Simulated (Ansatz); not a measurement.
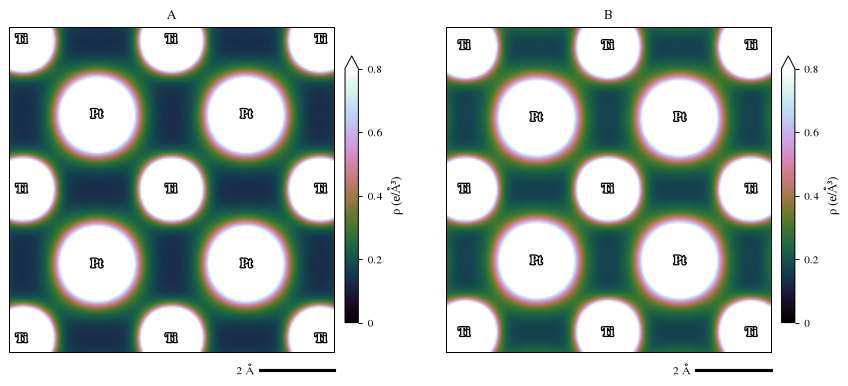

TiPt$_{3}$. The valence electron density of two cells that differ in size, on the (001) plane of each (indices in the axes of the calculation cell), at one length scale and on one colour scale; one has 14.4 and the other 16.3 Å³ an atom.

Space group Pm-3m; computed without spin polarisation.

All numbers below come from Ansatz 0.2.0, DFT PBEsol, scalar-relativistic, plane waves, PAW.

Core electrons are frozen (PAW), and the valence fields are smoothed inside the atomic spheres.

The larger cell:

```
CELL_PARAMETERS angstrom
4.02523 0.00000 0.00000
0.00000 4.02523 0.00000
0.00000 0.00000 4.02523
ATOMIC_POSITIONS crystal
Ti 0.00000 0.00000 0.00000
Pt 0.00000 0.50000 0.50000
Pt 0.50000 0.00000 0.50000
Pt 0.50000 0.50000 0.00000
```

The smaller cell: a = 3.860 Å, b = 3.860 Å, c = 3.860 Å, α = 90.00°, β = 90.00°, γ = 90.00°.

### Which is the denser cell? Describe the effect of the change.

Panel B is the smaller cell, by 12 % in volume. From the larger cell to the smaller, Ti–Pt goes from 2.85 to 2.73 Å, and the density at its midpoint from 0.27 to 0.33 e/Å³; the pressure goes from −20 to 9 GPa.
